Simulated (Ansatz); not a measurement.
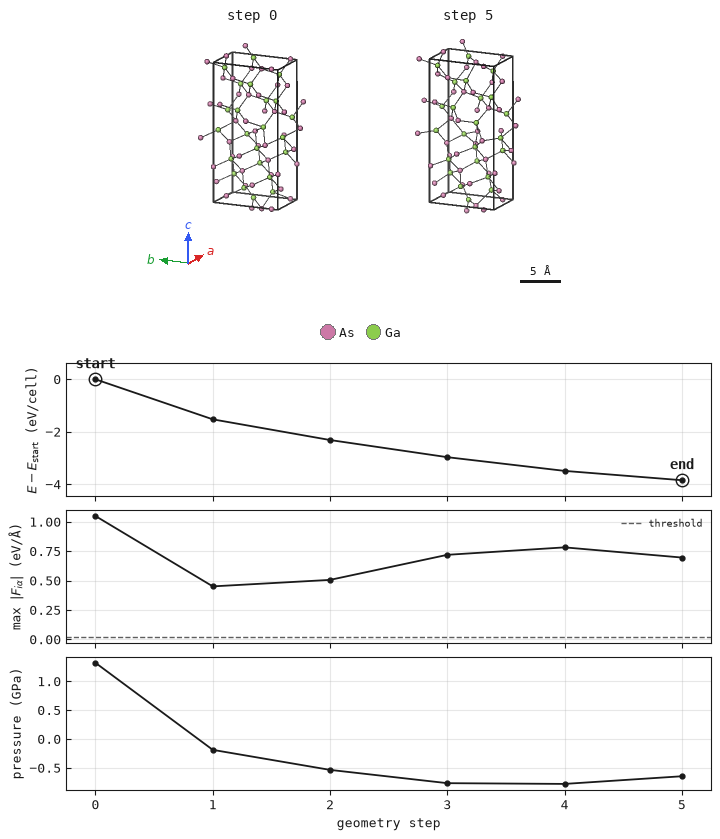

First and last geometry of a relaxation of an interface cell of composition GaAs, with the history of the run. The picture is a ball-and-stick view of the cell of the calculation (origin shifted), seen from a free direction.

Case: symmetric tilt boundary Sigma 5 (3 1 0), mirror on a plane, shift [0.5, 0].

Computed with Ansatz 0.2.0, DFT PBE, scalar-relativistic, plane waves, PAW.

The input:
```yaml
crystal:
  lattice:
    - [5.7453845737, 0.0, 0.0]
    - [0.0, 9.0842506432, 0.0]
    - [0.0, 0.0, 18.4685012864]
  atoms:
    - { symbol: As, position: [0.25, 0.5, 1.0] }
    - { symbol: Ga, position: [0.0, 0.0, 0.0] }
    - { symbol: Ga, position: [0.0, 0.6, 0.0983756126] }
    - { symbol: Ga, position: [0.0, 0.4, 0.3935024506] }
    - { symbol: As, position: [0.25, 0.1, 0.0983756126] }
    - { symbol: As, position: [0.25, 0.7, 0.1967512253] }
    - { symbol: Ga, position: [0.5, 0.3, 0.0491878063] }
    - { symbol: Ga, position: [0.5, 0.9, 0.147563419] }
    - { symbol: Ga, position: [0.5, 0.1, 0.3443146442] }
    - { symbol: Ga, position: [0.5, 0.7, 0.4426902569] }
    - { symbol: As, position: [0.75, 0.4, 0.147563419] }
    - { symbol: As, position: [0.75, 0.2, 0.4426902569] }
    - { symbol: Ga, position: [0.5, 0.5, 0.2459390316] }
    - { symbol: As, position: [0.75, 0.8, 0.0491878063] }
    - { symbol: As, position: [0.75, 0.0, 0.2459390316] }
    - { symbol: As, position: [0.75, 0.6, 0.3443146442] }
    - { symbol: Ga, position: [0.0, 0.2, 0.1967512253] }
    - { symbol: Ga, position: [0.0, 0.8, 0.2951268379] }
    - { symbol: As, position: [0.25, 0.3, 0.2951268379] }
    - { symbol: As, position: [0.25, 0.9, 0.3935024506] }
    - { symbol: Ga, position: [0.5, 0.6, 0.8935024506] }
    - { symbol: Ga, position: [0.5, 0.4, 0.5983756126] }
    - { symbol: As, position: [0.75, 0.1, 0.8935024506] }
    - { symbol: As, position: [0.75, 0.7, 0.7951268379] }
    - { symbol: Ga, position: [0.0, 0.3, 0.9426902569] }
    - { symbol: Ga, position: [0.0, 0.9, 0.8443146442] }
    - { symbol: Ga, position: [0.0, 0.1, 0.647563419] }
    - { symbol: Ga, position: [0.0, 0.7, 0.5491878063] }
    - { symbol: As, position: [0.25, 0.4, 0.8443146442] }
    - { symbol: As, position: [0.25, 0.2, 0.5491878063] }
    - { symbol: Ga, position: [0.0, 0.5, 0.7459390316] }
    - { symbol: As, position: [0.25, 0.8, 0.9426902569] }
    - { symbol: As, position: [0.25, 0.0, 0.7459390316] }
    - { symbol: As, position: [0.25, 0.6, 0.647563419] }
    - { symbol: Ga, position: [0.5, 0.2, 0.7951268379] }
    - { symbol: Ga, position: [0.5, 0.8, 0.6967512253] }
    - { symbol: As, position: [0.75, 0.5, 0.5] }
    - { symbol: As, position: [0.75, 0.3, 0.6967512253] }
    - { symbol: As, position: [0.75, 0.9, 0.5983756126] }
    - { symbol: Ga, position: [0.5, 0.0, 0.5] }
basis:
  ecutwfc: 420
kpoints:
  mp_grid: { grid: [6, 4, 2] }
hamiltonian:
  xc: pbe
scf:
  occupations: { method: gaussian, width: 0.05 }
output:
  forces: true
  stress: true
  eigenvalues: true
  populations: true
relax:
  adjacent_minimum: "off"
  f_tol: 0.02
  max_steps: 60
  cell: { fix: [a, b, alpha, beta, gamma], stress_tol: 0.1 }
```

Run as
```bash
ansatz run input.yaml --threads 4 --pin off --max-ram 12288MiB --backend cpu --events-out ev --progress --plain --runs-dir out
```

### Read the history and describe the run.

The run was cut off at its time limit before the relaxation converged, so the last structure is only a point on the way. The largest moves relative to the cell, 0.86 Å, are those of As12 and As32. As12 goes roughly along [3 −3 −1]. Largest moves by element: As 0.86 Å, Ga 0.50 Å. The drawn cell changes as follows: a unchanged at 5.745 Å, b unchanged at 9.084 Å, c 18.469 → 18.931 Å (+2.5 %); the volume changes by +2.5 %. Some distances before and after: As12–As37 2.924 → 3.846 Å, As12–As20 4.063 → 3.259 Å, As16–As37 3.015 → 3.387 Å, As20–Ga40 2.599 → 2.817 Å. Bond angles that change, for instance: Ga4–As12–Ga40 176.9° → 130.6°, As1–Ga25–As23 176.9° → 148.5°, As29–Ga21–As32 109.5° → 136.0°. After 5 geometry steps the energy has fallen by 3.842 eV per cell of the calculation. Largest force component: 1 eV/Å at the start, 0.7 eV/Å at the end. Pressure: 1.32 GPa at the start and −0.64 GPa at the end.

```tsv
step	E − E(0), meV/atom	largest force component, eV/Å	pressure, GPa	volume, Å³/atom
0	0.00	1.0498	1.32	24.098
1	-38.09	0.4515	-0.19	24.781
2	-57.78	0.5067	-0.53	24.839
3	-74.12	0.7199	-0.76	24.868
4	-87.17	0.7833	-0.78	24.814
5	-96.05	0.6967	-0.64	24.701
```
